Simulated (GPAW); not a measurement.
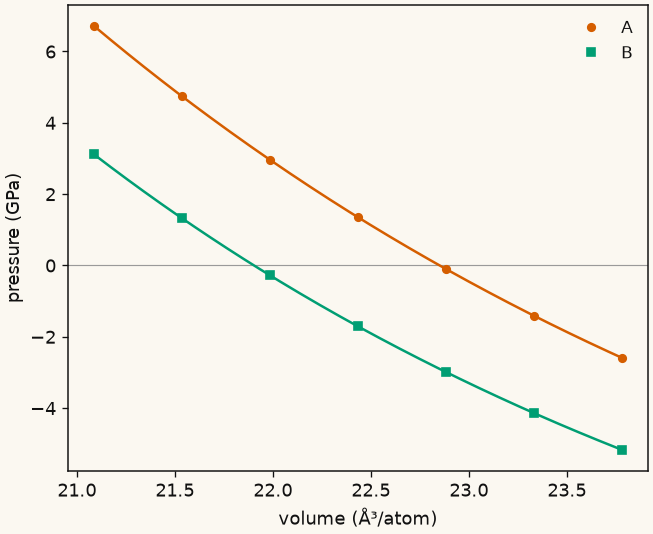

The figure shows the pressure against volume, with one curve for each functional, for As (space group Cmce). The labels are replaced by letters. In alphabetical order the cases are: LDA; r2SCAN.

Method: PAW DFT in plane waves, on a grid or in atomic orbitals, no spin polarisation; energies at scaled volumes of the given cell, shape and fractions fixed, counted from the fit's minimum, third-order Birch-Murnaghan fit (GPAW 26.7.0). All runs: no spin polarisation.

- k mesh: 6×6×5
- occupations: Fermi–Dirac
- smearing width: 0.05 eV
- potentials: GPAW PAW data sets (gpaw data 1.2.1)
- wave cutoff: 600 eV

**Which letter stands for which functional?**

A: r2SCAN; B: LDA.

Caveats: shape and atomic fractions are frozen while scaling, which makes layered, chain and framework solids too stiff.
